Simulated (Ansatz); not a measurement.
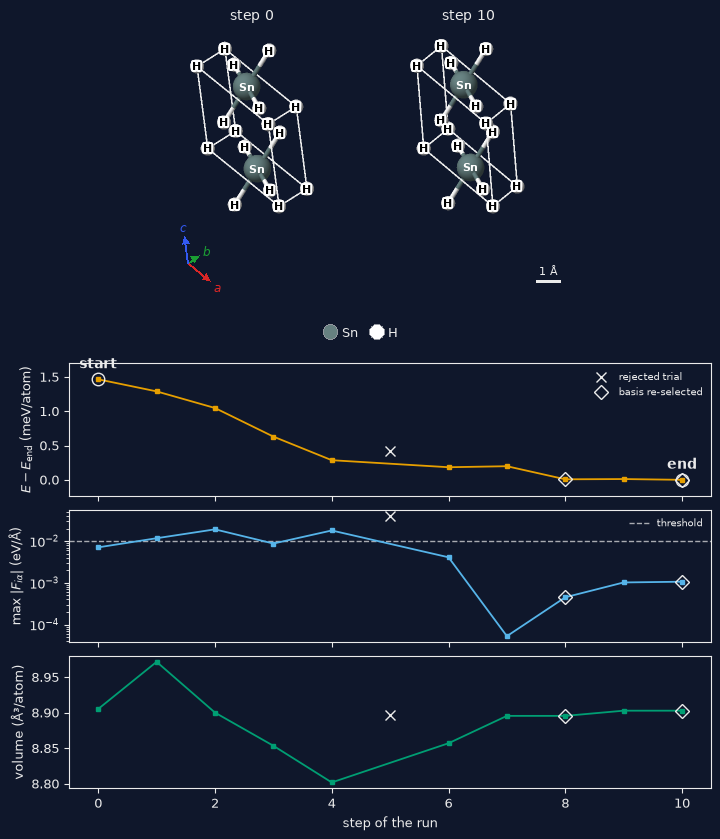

First and last geometry of a relaxation of crystalline SnH5 (a generated structure, set up in I4/mmm), with the history of the run. Style: ball-and-stick. Shown: the cell of the calculation, slightly off an axis.

The calculation used DFT PBE, scalar-relativistic, plane waves, PAW in Ansatz 0.2.0. (plane-wave cutoff 420 eV; k-point mesh 12 × 12 × 12; occupations gaussian; smearing width 0.1 eV; no spin polarisation; cell and atoms relaxed; force threshold 0.01 eV/Å; at most 80 steps)

Question: What do the curves and the structures tell?

Answer: It converged. After 7 accepted moves (10 points after the start) the energy has fallen by 1.5 meV per atom. Largest force component: 0.0071 eV/Å at the start, 0.0011 eV/Å at the end. Pressure: 0.31 GPa at the start and 0.01 GPa at the end. The line search rejected the trial step at point 5 of the run. At 2 points the geometry stayed and the basis and grid were re-selected for the new cell (energy shift of 0.2 meV per atom at most each time). The largest moves relative to the cell, 0.069 Å, are those of H atoms. Sn stays in place. The drawn cell changes at constant volume: a = b = c 4.122 → 4.110 Å (−0.3 %), α 112.7° → 110.2°, β 112.7° → 110.2°, γ 103.2° → 108.1°. Near-neighbour distances that change, for instance: H–Sn 1.876 → 1.862 Å. The space group stays I4/mmm (No. 139).
